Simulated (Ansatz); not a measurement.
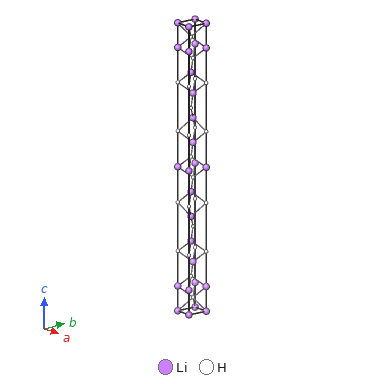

System: LiH, space group R-3m (No. 166) (cell built by us, not taken from a database). The picture shows the conventional cell.

Starting cell:
```xyz
8
Lattice="1.4033 0.8102 9.5235 -1.4033 0.8102 9.5235 0.0000 -1.6204 9.5235" Properties=species:S:1:pos:R:3 pbc="T T T"
Li    0.0000    0.0000    0.0000
Li    0.0000    0.0000   14.2853
Li    0.0000    0.0000   26.1204
Li    0.0000    0.0000    2.4501
H     0.0000    0.0000   22.6520
H     0.0000    0.0000    5.9185
H     0.0000    0.0000   17.8230
H     0.0000    0.0000   10.7475
```

Method: infrared-active and silent optical phonons at the zone centre of an insulator with atoms at rest in the given cell, intensity summed over the level, zero macroscopic field, imaginary frequencies are negative, field response on a mesh refined by the program; PAW (Ansatz 0.2.0). Level: PBE, no spin polarisation.

- wave cutoff: 420 eV
- k mesh: 12×12×12
- occupations: fixed
- pressure: 0 GPa

What does the calculation give for the infrared spectrum of the zone-centre phonons?

The strongest infrared line is at 586.7 cm⁻¹, followed by 600.0 (57 % of it) and 680.7 (11 % of it).

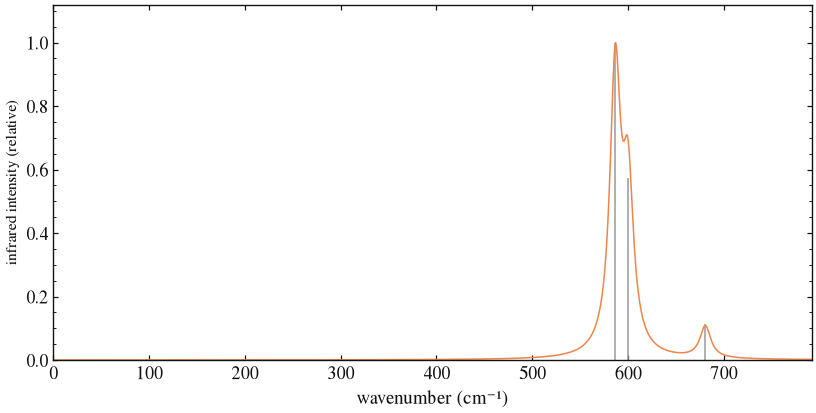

Lines are broadened by Lorentzians of 14 cm⁻¹ full width; the spectrum is scaled to its strongest line. These are zero-field (TO) frequencies; inactive modes don't show.
